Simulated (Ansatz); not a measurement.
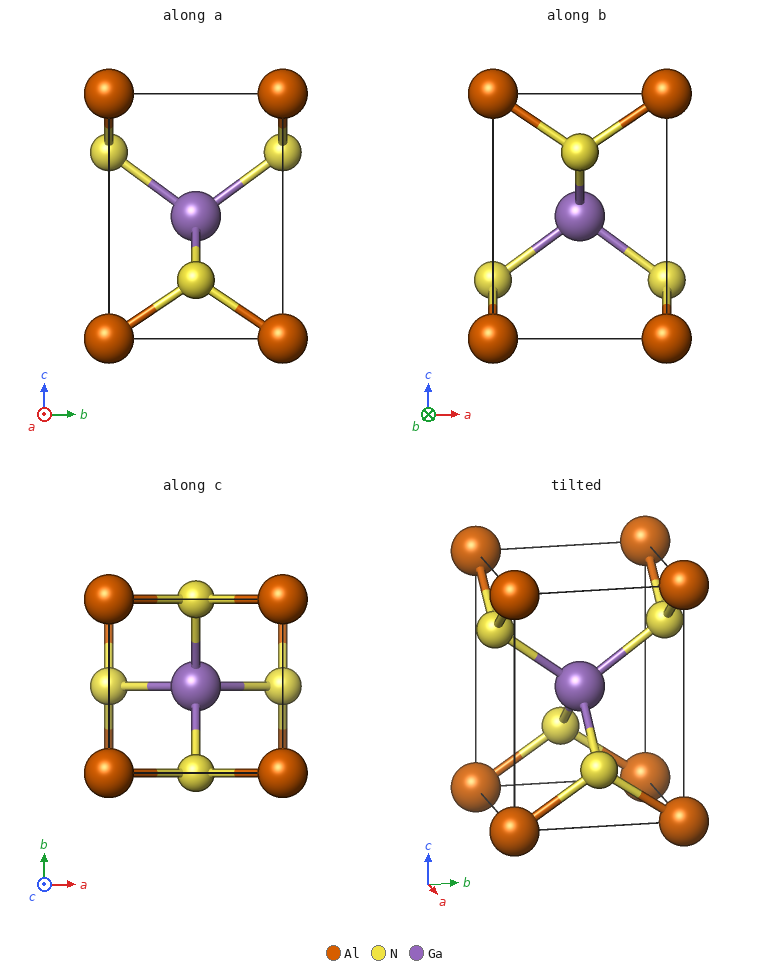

An orthographic ball-and-stick view of the structure, along the a axis, along the b axis, along the c axis and slightly off an axis. The parallelepiped is the conventional unit cell.

Lattice parameters: a = 3.138 Å, b = 3.138 Å, c = 4.423 Å, α = 90.00°, β = 90.00°, γ = 90.00°.

Question: Express the structure as a table of Wyckoff sites, with free fractional coordinates to two decimals.

Answer: Space group P-4m2 (No. 115).
```json
{"atom": "Al", "site": "1a", "x": "0.00", "y": "0.00", "z": "0.00"}
{"atom": "N", "site": "2g", "x": "0.00", "y": "0.50", "z": "0.24"}
{"atom": "Ga", "site": "1c", "x": "0.50", "y": "0.50", "z": "0.50"}
```

Origin of the cell: a structure type filled with these elements by a generator (whether the compound takes this form wasn't checked). Earlier steps of the study may have refined or changed the cell and positions. Ansatz was used for an electronic-structure calculation on it.
